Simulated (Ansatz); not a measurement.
# A series of single points on WS2

System: WS2 (12 atoms in the cell).
Method: DFT r2SCAN, scalar-relativistic, plane waves, PAW, no spin polarisation (Ansatz 0.2.0).

The 8 runs differ only in the geometry, by a shift of atoms along one path in a fixed cell. The shift s is measured from run 5: S5 moves along the Cartesian direction (−0.66, −0.38, −0.65). The structure derives from an entry of the Crystallography Open Database.

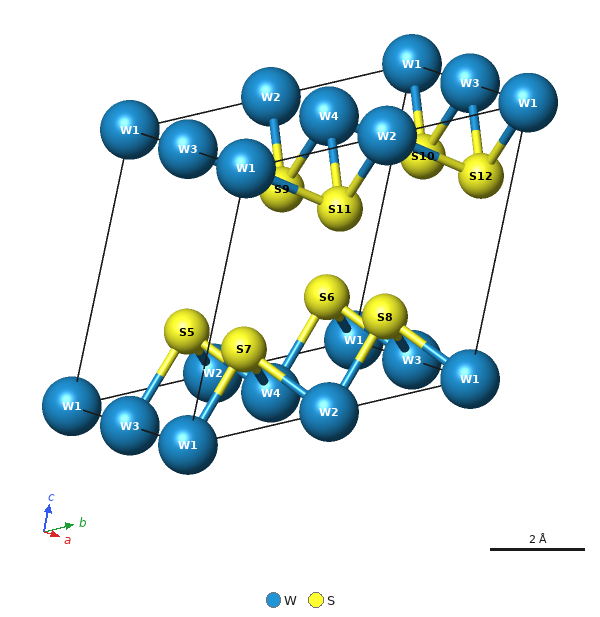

Figure 1. The structure of run 5 (ball-and-stick view of the cell of the calculation, seen slightly off an axis; atoms are numbered from 1 in the order of the input). An atom can appear more than once, as a periodic image.

### Input of run 5
```yaml
crystal:
  lattice:
    - [3.1580007686, 5.4698177815, 0.0]
    - [-3.1580007686, 5.4698177815, 0.0]
    - [0.0, 3.6465451877, 6.16333]
  atoms:
    - { symbol: W, position: [0.0, 0.0, 0.0] }
    - { symbol: W, position: [0.0, 0.5, 0.0] }
    - { symbol: W, position: [0.5, 0.0, 0.0] }
    - { symbol: W, position: [0.5, 0.5, 0.0] }
    - { symbol: S, position: [0.2413444096, 0.2580756679, 0.2425042546] }
    - { symbol: S, position: [0.2497, 0.7497, 0.2509] }
    - { symbol: S, position: [0.7497, 0.2497, 0.2509] }
    - { symbol: S, position: [0.7497, 0.7497, 0.2509] }
    - { symbol: S, position: [0.419, 0.419, 0.743] }
    - { symbol: S, position: [0.419, 0.919, 0.743] }
    - { symbol: S, position: [0.919, 0.419, 0.743] }
    - { symbol: S, position: [0.919, 0.919, 0.743] }
basis:
  ecutwfc: 500
kpoints:
  mp_grid: { grid: [6, 6, 6] }
hamiltonian:
  xc: r2scan
scf:
  occupations: { method: gaussian, width: 0.05 }
output:
  forces: true
  stress: true
  eigenvalues: true
```

Command:
```bash
ansatz run input.yaml --threads 2 --pin off --max-ram 5120MiB --backend cpu --events-out ev --progress --plain --runs-dir out
```

Run 6 differs from it as follows:
```diff
-    - { symbol: S, position: [0.2413444096, 0.2580756679, 0.2425042546] }
+    - { symbol: S, position: [0.2371666144, 0.2622635018, 0.2383063819] }
```

### Results, with one run withheld

```tsv
run	shift s of S5 (Å)	free energy per atom, from the lowest run given (meV)	pressure (GPa)	gap on the mesh (eV)	force along the path (eV/Å)
1	−0.2800	18.35	1.18	1.08	2.213
2	−0.2400	11.60	1.40	1.10	1.830
3	−0.2000	6.20	1.65	1.11	1.407
4	−0.1200	0.00	2.23	1.12	0.417
5	0.0000	5.13	3.38	1.11	−1.560
6	0.0400	?	?	?	?
7	0.0800	21.22	4.37	1.09	−3.340
8	0.1200	34.10	4.96	1.08	−4.414
```

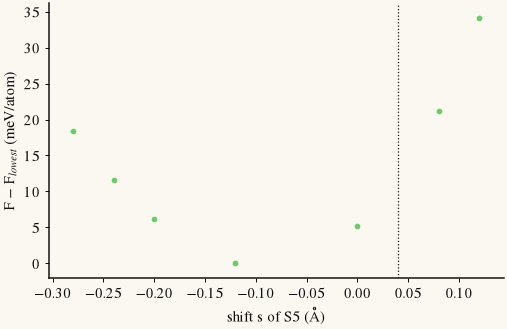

Figure 2. Free energy per atom of the runs given; the dotted line marks run 6.

Fit the runs given and predict run 6.

A cubic polynomial in the coordinate, fitted to the 7 runs given, misses them by at most 0.13 meV per atom. With x = s + 0.0914, it reads F = −0.66532 − 1.1887 x + 646.63 x² + 639.18 x³ (meV per atom). At run 6 it gives 11.79 meV per atom, and the run itself gives 11.69. The slope of the fit gives a force −dF/ds of −2.422 eV/Å along the path (summed over the atoms that move), and the printed forces give −2.394 eV/Å. The fit has its minimum at s = −0.0905 Å. The gap on the mesh lies between 1.08 eV (run 8) and 1.12 eV (run 4); run 6 has 1.10 eV. These are gaps of this functional on this mesh, which can miss the band edges; they aren't the measured gap.

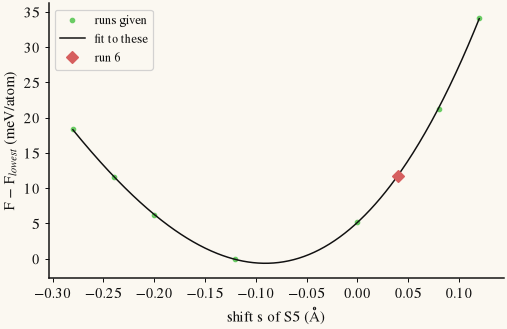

Figure 3. The fit and the withheld run.

### Output, shortened to warnings, some set-up lines, iterations and results (run 6)
```
Basis set: ecut = 500 eV, 5387 PW (Γ), exchange–correlation on 192×192×216 points (64 copies of the dense FFT grid, shifted against one another)
Symmetry: 2 space group operations
k-points: 68 of 216 (time reversal used)
Initial density: superposition of atomic densities (neutral atoms: chi_scale 0, normalization atom), corrected by the library's trained network
[...]
SCF iter   1: F=—  HF=-48846.020620 eV  |F-HF|=—  |Δ(HF+E_count)|=         —  Δρ=8.08e-3  dr2=8.96e-2  dr2_τ=3.49e-1  ethr=1.77e-3  ⟨swp⟩=6.5  Hψ=18313  notcnv=0
SCF iter   2: F=—  HF=-48846.308342 eV  |F-HF|=—  |Δ(HF+E_count)|=   2.88e-1  Δρ=4.74e-3  dr2=3.12e-2  dr2_τ=3.88e-3  ethr=8.61e-5  ⟨swp⟩=2.0  Hψ=7957  notcnv=0  defer=339
SCF iter   3: F=—  HF=-48846.318011 eV  |F-HF|=—  |Δ(HF+E_count)|=   9.67e-3  Δρ=2.63e-3  dr2=7.20e-3  dr2_τ=7.10e-4  ethr=3.00e-5  ⟨swp⟩=2.2  Hψ=5382  notcnv=0  defer=203
SCF iter   4: F=—  HF=-48846.324422 eV  |F-HF|=—  |Δ(HF+E_count)|=   6.41e-3  Δρ=4.49e-4  dr2=4.96e-4  dr2_τ=2.76e-5  ethr=6.92e-6  ⟨swp⟩=2.3  Hψ=6635  notcnv=0  defer=203
SCF iter   5: F=—  HF=-48846.324565 eV  |F-HF|=—  |Δ(HF+E_count)|=   1.43e-4  Δρ=1.72e-4  dr2=1.67e-4  dr2_τ=1.89e-5  ethr=4.77e-7  ⟨swp⟩=2.4  Hψ=6841  notcnv=0  defer=203
SCF iter   6: F=—  HF=-48846.324548 eV  |F-HF|=—  |Δ(HF+E_count)|=   1.65e-5  Δρ=6.46e-5  dr2=1.49e-5  dr2_τ=1.12e-6  ethr=1.61e-7  ⟨swp⟩=2.0  Hψ=5774  notcnv=0  defer=203
SCF iter   7: F=—  HF=-48846.324386 eV  |F-HF|=—  |Δ(HF+E_count)|=   1.63e-4  Δρ=1.52e-5  dr2=9.95e-7  dr2_τ=3.70e-8  ethr=1.43e-8  ⟨swp⟩=2.0  Hψ=5824  notcnv=0  defer=203
SCF iter   8: F=—  HF=-48846.324386 eV  |F-HF|=—  |Δ(HF+E_count)|=   2.26e-7  Δρ=5.36e-6  dr2=1.51e-7  dr2_τ=1.48e-8  ethr=9.56e-10  ⟨swp⟩=2.0  Hψ=6412  notcnv=0  defer=203
SCF iter   9: F=-48846.324386 eV  HF=-48846.324386 eV  |F-HF|=3.14e-8  |Δ(HF+E_count)|=   1.81e-9  Δρ=2.82e-6  dr2=4.00e-8  dr2_τ=5.07e-9  ethr=9.62e-11  ⟨swp⟩=9.3  Hψ=16964  …
SCF 1 converged in 9 iterations: F = -48846.324386 eV  dr2 = 4.00e-8
SCF converged after 9 iterations
Free energy (F): -48846.324386 eV
Harris-Foulkes:  -48846.324386 eV  (|F-HF|=3.14e-8)
Internal energy: -48846.324386 eV  (E = F + TS)
E sigma→0 (E₀):  -48846.324386 eV
Fermi energy:    12.223002 eV
--- Per-component energies (eV) ---
  E_band       = -830.210062
  E_kinetic    = 2673.712005
  E_local      = -7086.331410  (includes V_loc(G=0)·N_el)
  E_nonlocal   = 231.585632
  E_hartree    = 2820.103743
  E_xc         = -1736.067042
  E_vxc        = -1803.662712  (∫ρ·V_xc dr)
  E_paw        = -39249.234863  (= ΣΔE_a)
  E_vpaw       = -574.806189  (= ΣTr[D̂ρ^β])
  E_aug_tail   = -0.000191  (compensation charges beyond the density's cutoff)
  E_vtau       = 89.082579  (kinetic-family band-sum trace: ∫τ·v_τ [+ j·A + Jᵃ·Aᵃ] dr)
  E_ewald      = -6496.862330
  E_core_change = -3.229929  (= ΣΔE_core)
  E_smearing   = -0.000000  (= −TS)
  E_closure    = -0.000000  (closes the sum)
  Σ components = -48846.324386   (vs F -48846.324386, Δ=0.00e0)
--- Forces (eV/Å), atoms counted from 1 ---
  atom   1  W      0.02777325     0.01603490    -0.68760931
  atom   2  W     -1.02716431    -0.59303359    -1.68237320
  atom   3  W     -0.04862209    -0.12277589    -0.85831510
  atom   4  W     -0.13063809     0.01927998    -0.85831510
  atom   5  S      1.35007828     0.77946806     1.86373766
  atom   6  S      0.01625822     0.00938669     0.31735497
  atom   7  S     -0.05978957    -0.13466699     0.32491884
  atom   8  S     -0.14651982     0.01555421     0.32491884
  atom   9  S      0.02297099     0.01326231     0.19410551
  atom  10  S     -0.00131728    -0.00076053     0.37731989
  atom  11  S      0.03009656    -0.05562737     0.34211878
  atom  12  S     -0.03312644     0.05387807     0.34211878
  max |Σ_I F_I| component: 1.94e-5 eV/Å
--- Stress (GPa, compression-positive) ---
        4.031962       0.368950       1.208629
        0.368950       3.605935       0.697803
        1.208629       0.697803       3.910325
  P = ⅓ Tr σ = 3.8494 GPa (38.494 kbar)
```

Notes: Spin–orbit coupling is left out, which matters for W.
